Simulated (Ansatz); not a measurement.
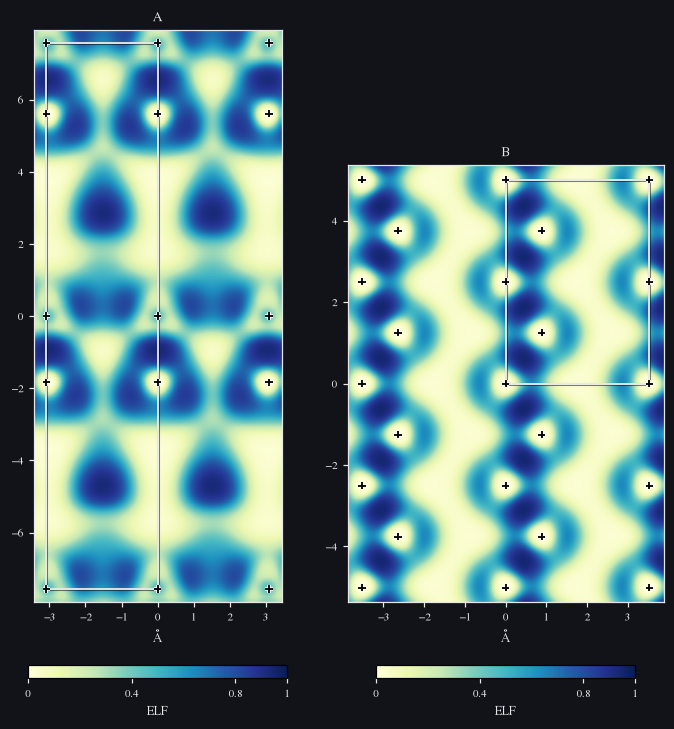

The electron localisation function of 2 systems, each on a plane through atoms (crosses mark nuclei in the plane).

Theory: DFT LDA, scalar-relativistic, plane waves, PAW in Ansatz.

System 1: SiC, the (010) plane of the conventional cell. Space group P3m1; changed on purpose from its base cell (mode 32 frozen in at -0.058 Å, equal normal strain along x, y and z +0.0083); not relaxed (largest force 1.8 eV/Å); computed pressure about −5 GPa in this cell; PAW files of the earlier set (soft_1).

```
Si C
1.0
     3.08464    0.00000    0.00000
    -1.54232    2.67137    0.00000
     0.00000    0.00000   15.13546
Si C
6 6
Direct
  0.00000 0.00000 0.12509
  0.00000 0.00000 0.62499
  0.33333 0.66667 0.29187
  0.66667 0.33333 0.79177
  0.33333 0.66667 0.95835
  0.66667 0.33333 0.45827
  0.00000 0.00000 0.99585
  0.00000 0.00000 0.50352
  0.33333 0.66667 0.17040
  0.66667 0.33333 0.66326
  0.33333 0.66667 0.83701
  0.66667 0.33333 0.32963
```

System 2: C, the (101) plane of the conventional cell. Space group Fddd; changed on purpose from its base cell (strain +e along x and -e along y -0.0750, strain +e along z and -e/2 along x and y +0.0000); computed pressure about 3 GPa in this cell; PAW files of the earlier set (soft_1).

```cif
data_structure
_symmetry_space_group_name_H-M 'P 1'
_symmetry_Int_Tables_number 1
_cell_length_a 3.2667
_cell_length_b 3.5315
_cell_length_c 3.7964
_cell_angle_alpha 90.000
_cell_angle_beta 90.000
_cell_angle_gamma 90.000
_cell_volume 43.80
loop_
_atom_site_label
_atom_site_type_symbol
_atom_site_fract_x
_atom_site_fract_y
_atom_site_fract_z
_atom_site_occupancy
C1 C 0.75000 0.75000 0.25000 1
C2 C 0.25000 0.75000 0.75000 1
C3 C 0.25000 0.25000 0.25000 1
C4 C 0.75000 0.25000 0.75000 1
C5 C 0.50000 0.50000 0.00000 1
C6 C 0.00000 0.50000 0.50000 1
C7 C 0.00000 0.00000 0.00000 1
C8 C 0.50000 0.00000 0.50000 1
```

Question: Which map belongs to which system?

Answer: Panel A is system 1, SiC: the plane holds Si and C. Si–C (1.84 Å): the ELF peaks at about 0.95 between the atoms, as expected for a covalent bond. Panel B is system 2, C: the plane holds C. C–C (1.53 Å): the ELF peaks at about 0.95 between the atoms; localised, covalent bonding.
